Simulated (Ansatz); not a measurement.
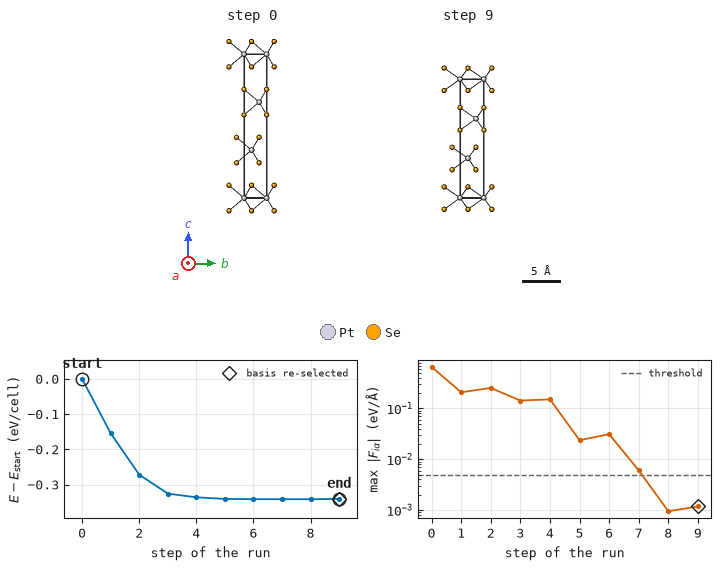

First and last geometry of a relaxation of solid PtSe2 (built on the 3R (MoS2) bulk type), with the history of the run. A ball-and-stick model of the conventional cell (3 times the calculation's cell), seen along the a axis. Lengths and directions refer to the drawn axes.

All numbers below come from DFT, PBE-D3(BJ), plane waves, PAW (Ansatz 0.2.0). (plane-wave cutoff 420 eV; k-point mesh 8 × 8 × 8; occupations fermi dirac; smearing width 0.02 eV; no spin polarisation; cell and atoms relaxed; force threshold 0.005 eV/Å)

Did the run converge, and what did it change?

It converged. The atom that moves furthest relative to the cell is a Se atom (0.10 Å along −c). By element the largest moves are Se 0.10 Å, Pt 0.02 Å. The volume changes by −8.1 %, with a = b 3.446 → 3.636 Å (+5.5 %), c 19.003 → 15.688 Å (−17.4 %). Near-neighbour distances that change, for instance: Se–Se 3.575 → 3.088 Å, Se–Se 3.364 → 2.965 Å, Pt–Se 2.605 → 2.553 Å, Pt–Se 2.605 → 2.587 Å. Bond angles that change, for instance: Se–Pt–Se 80.4° → 70.4°, Se–Pt–Se 82.8° → 90.8°, Pt–Se–Pt 82.8° → 90.8°. The space group stays R3m (No. 160). After 8 accepted moves (9 points after the start) the energy has fallen by 0.340 eV per cell of the calculation. The largest force component goes from 0.66 to 0.0012 eV/Å. Pressure: −4.14 GPa at the start and 0.00 GPa at the end. The SCF was repeated once at an unchanged geometry on a basis and grid sized afresh for the cell, which shifted the energy by 0.9 meV per cell of the calculation at most. The run took 39 s on 2 threads of Arm Neoverse V2 (shared host), peak memory 0.38 GiB.
